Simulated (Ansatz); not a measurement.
System: H.

The calculation's input:

```
crystal:
  lattice:
    - [-3.38306894, 3.38306894, -4.11694798]
    - [-3.38306894, -3.38306894, 4.11694798]
    - [3.38306894, 3.38306894, 4.11694798]
  atoms:
    - { symbol: H, position: [0.4993416452, 0.0443055088, 0.4955876927] }
    - { symbol: H, position: [0.5557574301, 0.4122481243, 0.5216504016] }
    - { symbol: H, position: [0.1133520724, 0.9594223774, 0.5414296604] }
    - { symbol: H, position: [0.9566016157, 0.4930915466, 0.4805815047] }
    - { symbol: H, position: [0.5629902865, 0.0354680661, 0.0314721032] }
    - { symbol: H, position: [0.3866458793, 0.4332332058, 0.873889958] }
    - { symbol: H, position: [0.9474916299, 0.9888460979, 0.8632047934] }
    - { symbol: H, position: [0.9421616676, 0.5166054244, 0.9244536391] }
    - { symbol: H, position: [0.3843494723, 0.4336520601, 0.9904573854] }
    - { symbol: H, position: [0.4153412523, 0.9782630988, 0.9762899816] }
    - { symbol: H, position: [0.0550686127, 0.6249765049, 0.0531908161] }
    - { symbol: H, position: [0.9662452448, 0.0332789658, 0.9889618182] }
    - { symbol: H, position: [0.5440824788, 0.4700181896, 0.629111686] }
    - { symbol: H, position: [0.6311716082, 0.0473899811, 0.5399261227] }
    - { symbol: H, position: [0.0639022713, 0.5884827383, 0.6155787071] }
    - { symbol: H, position: [0.9754968329, 0.94071811, 0.4742137297] }
basis:
  ecutwfc: 420
kpoints:
  mp_grid: { grid: [6, 6, 6] }
hamiltonian:
  xc: pbe
scf:
  occupations: { method: fermi_dirac, width: 0.02 }
output:
  forces: true
  stress: true
  eigenvalues: true
  populations: true
  write_density: true
  write_potential: true
  elf: true
  volumetric_format: npy
```

Run with:

```sh
ansatz run input.yaml --threads 4 --pin off --max-ram 5120MiB --backend cpu --events-out ev --progress --plain --runs-dir out
```

Below, planes, directions and counts refer to the conventional cell (a = 6.31 Å, b = 6.31 Å, c = 6.31 Å, α = 98.58°, β = 115.18°, γ = 115.18°).

Space group P1; a structure from a database of computed crystals, not necessarily the ambient phase; not relaxed (largest force 1.1 eV/Å).

Method: Ansatz 0.2.0, DFT PBE, scalar-relativistic, plane waves, PAW.

Q: What can the converged valence pseudo-density and electron localisation function tell about the bonding?

A: H–H (0.75 Å): the density is about 1.8 e/Å³ at the midpoint; the ELF peaks at about 1 between the atoms.
H–H (0.75 Å): ρ is about 1.8 e/Å³ halfway; the ELF peaks at about 1 between the atoms.

Q: Metal or insulator at this level of theory?

A: It is gapped, with a Kohn–Sham gap of 8.6 eV on the k-point mesh (the band edges may lie off the mesh, which would make the gap smaller).

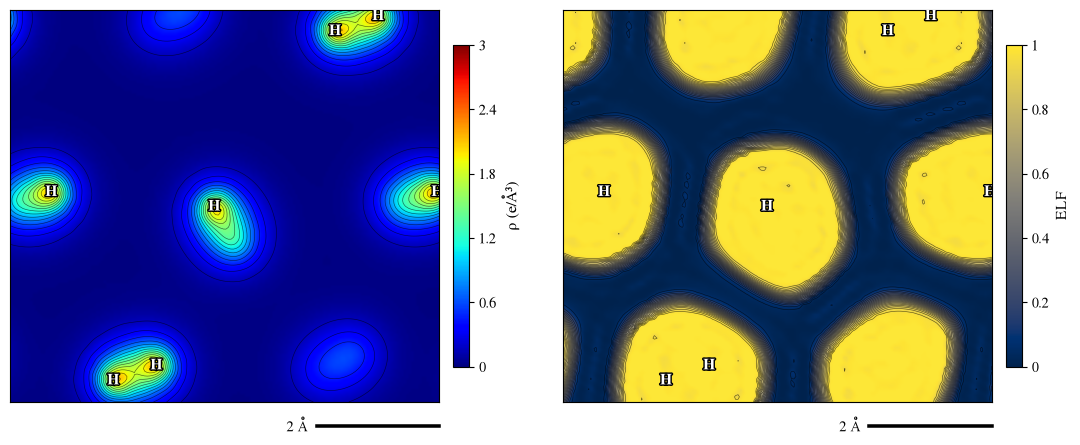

Computed valence pseudo-density and electron localisation function on the (010) plane of the conventional cell, in this order. Atoms just off the plane (H, 0.3 Å away) can leave unmarked features too.

The density is the valence pseudo-density of a PAW calculation; it isn't the true density close to the nuclei.
